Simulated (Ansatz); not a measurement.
Input

```
crystal:
  lattice:
    - [3.112861506, 0.0, 0.0]
    - [-1.556430753, 2.6958171426, 0.0]
    - [0.0, 0.0, 4.869841]
  atoms:
    - { symbol: Ta, position: [0.333496, 0.652913, 0.258896], spin: 0.501, spin_axis: [0.354, 0.354, 0.0] }
    - { symbol: Ta, position: [0.654374, 0.319892, 0.742156], spin: 0.501, spin_axis: [-0.354, -0.354, 0.0] }
    - { symbol: "N", position: [0.013984, 0.007417, 0.005971] }
hamiltonian:
  xc: { exchange: b88, correlation: pbe }
  pseudopotentials: { kind: paw }
magnetization:
  noncollinear: true
  spin_orbit: false
kpoints:
  mp_grid: { grid: [8, 8, 4] }
  band_path:
    path:
      - [[0.0, 0.0, 0.0], [0.5, 0.0, 0.0], [0.3333333333, 0.3333333333, 0.0], [0.0, 0.0, 0.0], [0.0, 0.0, 0.5], [0.5, 0.0, 0.5], [0.3333333333, 0.3333333333, 0.5], [0.0, 0.0, 0.5]]
      - [[0.5, 0.0, 0.5], [0.5, 0.0, 0.0]]
      - [[0.3333333333, 0.3333333333, 0.0], [0.3333333333, 0.3333333333, 0.5]]
    npoints: 14
scf:
  occupations: { method: gaussian, width: 0.025 }
  n_extra_bands: 7
output:
  forces: true
  stress: true
  eigenvalues: true
  fatbands: false
  write_density: true
  write_potential: true
  elf: true
  volumetric_format: npy
```

Launched as:

```sh
ansatz run input.yaml --threads 2 --pin off --max-ram 5120MiB --backend cpu --events-out ev --progress --plain --runs-dir out
```

Below, planes, directions and counts refer to the conventional cell (a = 3.11 Å, b = 3.11 Å, c = 4.87 Å, α = 90.00°, β = 90.00°, γ = 120.00°).

Space group P1; a structure from a database of computed crystals, not necessarily the ambient phase; changed on purpose from its base cell (atoms moved at random by about 0.05 A); not relaxed (largest force 0.8 eV/Å); the program warned that a starting moment wasn't kept.

Method: Kohn-Sham DFT of a periodic cell, BPBE, Ansatz PAW (Ansatz).

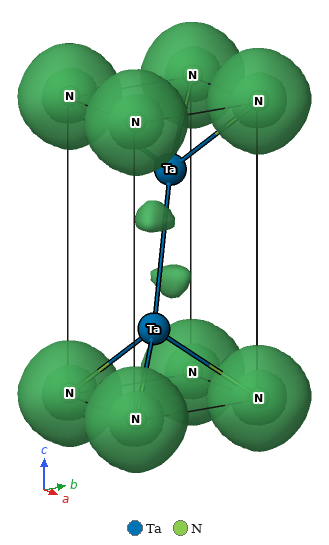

Ta2N. Isosurface of the electron localisation function at 0.7 (green), seen slightly off an axis. Only the valence region is drawn (cores and ρ < 0.01 e/Å³ removed). Sticks mark near contacts.

Core electrons are frozen (PAW), and the valence fields are smoothed inside the atomic spheres.

> Identify the bonds, lone pairs and shells in this picture.

At this value the surface marks out one region wrapped around N (its valence shell) and two pockets between the atoms, centred on no nucleus (multi-centre or interstitial), counted in one cell of 3 atoms. Regions shared between cells count once.

Values along the shortest contacts:
Ta–N (2.13 Å): the ELF peaks at about 0.80 in the valence shell of N, 0.6 Å from its nucleus, and drops to about 0.20 between the two atoms (no shared electron pair shows on this line). Ta–Ta (2.94 Å): the ELF is about 0.35 at the midpoint.
